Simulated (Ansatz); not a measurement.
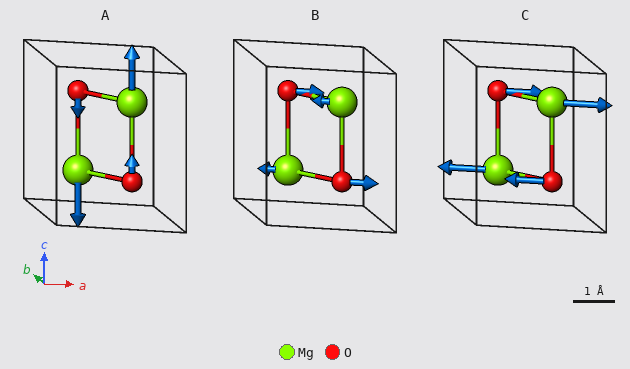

Three optical modes of crystalline MgO relaxed at 15 GPa at the zone centre, in no order (one member of each degenerate set). The blue arrows are the displacements of the atoms (eigenvector over the root of the mass), of arbitrary overall length and sign. The picture is a ball-and-stick view of the cell of the calculation, seen slightly off an axis.

Theory: DFT LDA, scalar-relativistic, plane waves, PAW (Ansatz). Settings: plane-wave cutoff 420 eV; k-point mesh 12 × 12 × 6; occupations fixed; target pressure 15 GPa; no spin polarisation.

Frequencies are those without the non-analytic (LO–TO) term.

**Rank the modes by frequency, softest first.**

C (305 cm⁻¹), A (452 cm⁻¹), B (594 cm⁻¹). C, E₂g: All motion is along a; atoms of one kind move against one another, with no net shift of any sublattice; it mainly bends the Mg–O bonds; the kinetic energy is shared as Mg 69 %, O 31 %. A, B₁g: All motion is along c; atoms of one kind move against one another, with no net shift of any sublattice; it mainly bends the Mg–O bonds; the kinetic energy is shared as Mg 89 %, O 11 %. B, E₁u: The O sublattice moves against the Mg sublattice, along a; it stretches the shortest Mg–O bonds (1.93 Å); the kinetic energy is shared as O 60 %, Mg 40 %.
